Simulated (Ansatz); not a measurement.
The structure in question:

```xyz
16
Lattice="13.7178 0.0000 0.0000 0.0000 3.8163 0.0000 -0.7383 0.0000 6.2478" Properties=species:S:1:pos:R:3 pbc="T T T"
Si    0.4815    0.0000    2.3322
Si    5.6391    1.9081    3.9156
Si    0.6952    1.9081    0.9574
Si    5.4254    0.0000    5.2904
Si    2.5028    0.0000    3.4806
Si    3.6178    1.9081    2.7672
Si    3.0507    1.9081    0.5354
Si    3.0699    0.0000    5.7124
Si    7.3403    1.9081    2.3322
Si   12.4980    0.0000    3.9156
Si    7.5541    0.0000    0.9574
Si   12.2843    1.9081    5.2904
Si    9.3617    1.9081    3.4806
Si   10.4767    0.0000    2.7672
Si    9.9096    0.0000    0.5354
Si    9.9287    1.9081    5.7124
```

### Give a crystallographic description of this input.

The element is silicon. Its lattice is base-centred monoclinic, its space group C2/m (No. 12). The cell holds 16 atoms. Around each Si lie four Si at 2.30 to 2.39 Å. The bonds build a three-dimensional framework.

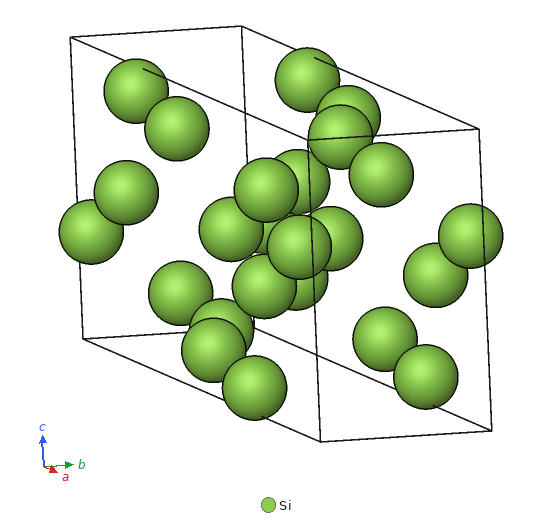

The image is a spheres-only drawing of a crystal, viewed slightly off an axis. The parallelepiped is the conventional unit cell.

The initial geometry was a structure listed in the Materials Project. It is drawn as it came out of a relaxation with DFT LDA, scalar-relativistic, plane waves, PAW (Ansatz).
